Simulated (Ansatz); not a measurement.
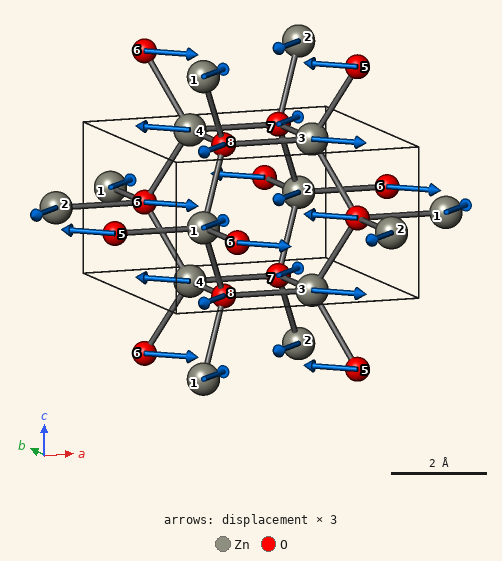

A relaxation of a crystal of ZnO (set up in P4_2/mnm). The starting structure is drawn; blue arrows show the displacements (the part carried along by the change of the cell is left out), 3 times their true length.

A ball-and-stick model of the cell of the calculation, seen slightly off an axis.

Case: relaxed kmesh: [1, 1, 2] Gamma-centred.

All numbers below come from Ansatz, DFT PBE, scalar-relativistic, plane waves, PAW.

Input file:
```yaml
crystal:
  lattice:
    - [5.51757007, 0.0, 0.0]
    - [0.0, 5.51757007, 0.0]
    - [0.0, 0.0, 3.25877877]
  atoms:
    - { symbol: Zn, position: [0.18197284, 0.18197284, 0.5] }
    - { symbol: Zn, position: [0.81802716, 0.81802716, 0.5] }
    - { symbol: Zn, position: [0.68197284, 0.31802716, 0.0] }
    - { symbol: Zn, position: [0.31802716, 0.68197284, 0.0] }
    - { symbol: O, position: [0.81724723, 0.18275277, 0.5] }
    - { symbol: O, position: [0.18275277, 0.81724723, 0.5] }
    - { symbol: O, position: [0.68275277, 0.68275277, 0.0] }
    - { symbol: O, position: [0.31724723, 0.31724723, 0.0] }
basis:
  ecutwfc: 420
kpoints:
  mp_grid: { grid: [1, 1, 2] }
hamiltonian:
  xc: pbe
scf:
  occupations: { method: gaussian, width: 0.02 }
output:
  forces: true
  stress: true
  eigenvalues: true
relax:
  adjacent_minimum: "off"
  f_tol: 0.01
  max_steps: 60
  cell: { stress_tol: 0.05 }
```

Run as
```bash
ansatz run input.yaml --threads 2 --pin off --max-ram 5120MiB --backend cpu --events-out ev --progress --plain --runs-dir out
```

> Describe the change and its energy.

The largest moves relative to the cell, 0.43 Å, are those of Zn1, Zn2, Zn3 and Zn4. Zn3 goes along [1 −1 0]. By element the largest moves are Zn 0.43 Å, O 0.42 Å. The volume changes by −23.3 %, with a = b 5.518 → 4.433 Å (−19.7 %), c 3.259 → 3.872 Å (+18.8 %). Among the contacts that change: Zn1–O5 3.505 → 2.216 Å, Zn1–O5 (another image) 2.012 → 2.216 Å, Zn1–O8 1.941 → 1.936 Å. New bonds form: Zn1–O5 (3.51 → 2.22 Å), Zn1–O6 (3.51 → 2.22 Å), Zn2–O5 (3.51 → 2.22 Å), Zn2–O6 (3.51 → 2.22 Å). Among the angles between lasting bonds that change: O7–Zn2–O7 114.1° → 180.0°, Zn2–O7–Zn2 114.1° → 180.0°, Zn2–O7–Zn3 112.7° → 90.0°. The space group (tolerance 0.01 Å) goes from P4_2/mnm (No. 136) to I4/mmm (No. 139). Over 12 accepted moves (16 points after the start) the energy falls by 113 meV per atom. Largest force component: 0.16 eV/Å at the start, under 0.0001 eV/Å at the end. The pressure goes from 2.50 to 0.00 GPa. The line search rejected the trial step at point 8 of the run. The SCF was repeated 3 times at an unchanged geometry on a basis and grid sized afresh for the cell, which shifted the energy by 11.0 meV per atom at most.
